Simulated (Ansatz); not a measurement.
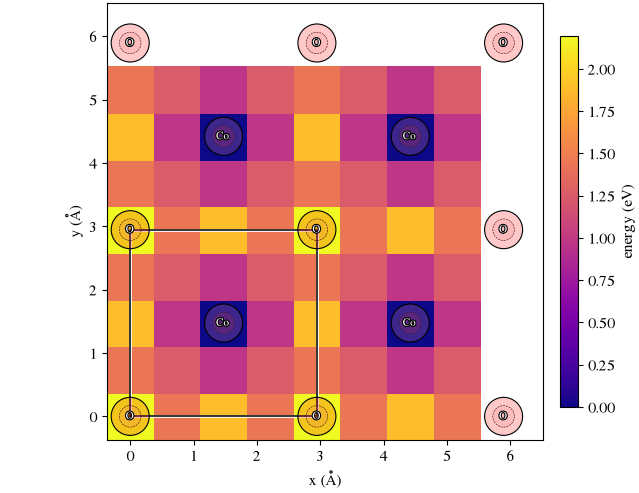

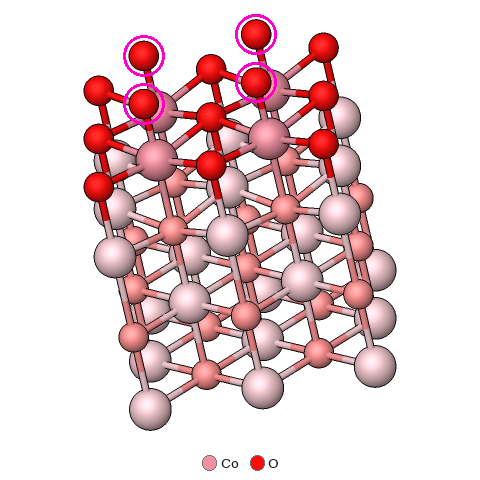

Energy landscape of O on a CoO(100) slab cut from the Fm-3m phase (8 atoms of substrate and one adsorbate in a 1 × 1 cell). 
- One O atom a 1 × 1 cell is placed over a mesh of places on the rigid (1 0 0) surface, and only its height is relaxed.
- Places are given modulo a cell vector. The map is drawn in real space over the plane of the surface.
- The scan uses a 4 × 4 grid.
- Energies: eV, counted from the lowest grid point.
- With one adsorbate in each 1 × 1 cell, its nearest image is 2.9 Å away, so neighbouring adsorbates interact.
- Theory: Ansatz 0.2.0, DFT PBEsol, scalar-relativistic, plane waves, PAW.

The picture shows one coloured cell a grid point, labelled circles for the atoms of the top layer and small ones for the second layer, the outline of one cell of the 2 × 2 shown. The second picture is the structure at the lowest point; rings mark the moved atoms.

Q: Where are the lowest and the highest points?

A: The lowest grid point is at the top site over a surface Co atom, (2/4, 2/4) of the cell vectors. The highest grid point, the top site over a surface O atom, (0/4, 0/4) of the cell vectors, lies 2.20 eV above the lowest. At the lowest point the adsorbate has 1 Co at 1.62 Å as nearest neighbours, at the highest 1 O at 1.43 Å. Its relaxed height above the top atom is 1.39 Å at the lowest and 1.43 Å at the highest point.

Grid values (eV):

```tsv
place along a₂ ↓, place along a₁ →	0/4	1/4	2/4	3/4
3/4	1.45	1.25	0.97	1.25
2/4	1.89	0.97	0.00	0.97
1/4	1.45	1.25	0.97	1.25
0/4	2.20	1.45	1.89	1.45
```
